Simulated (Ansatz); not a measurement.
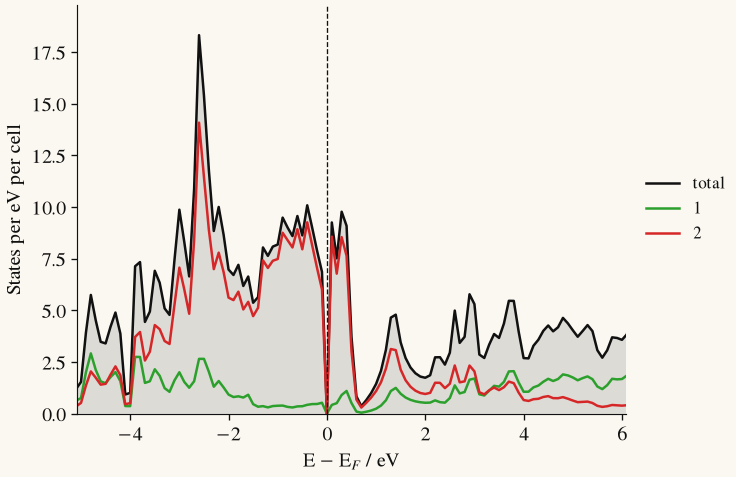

Density of states. Energies are counted from the Fermi level. The partial curves are projected on Löwdin-orthogonalised atomic shells.

Calculation on FeSi, space group P2_13 (No. 198), 8 atoms in the cell.

Method: DFT PBEsol, scalar-relativistic, plane waves, PAW, no spin polarisation, 8×8×8 k mesh, 420 eV cutoff, Gaussian smearing of 0.01 eV (Ansatz).

**The numbered curves are projections. Which is which? The candidates: Fe 3d, Si 3p.**

1 is Si 3p; 2 is Fe 3d.

**Metal or insulator, going by the density of states?**

There is a gap; over the k points computed it is 0.15 eV.
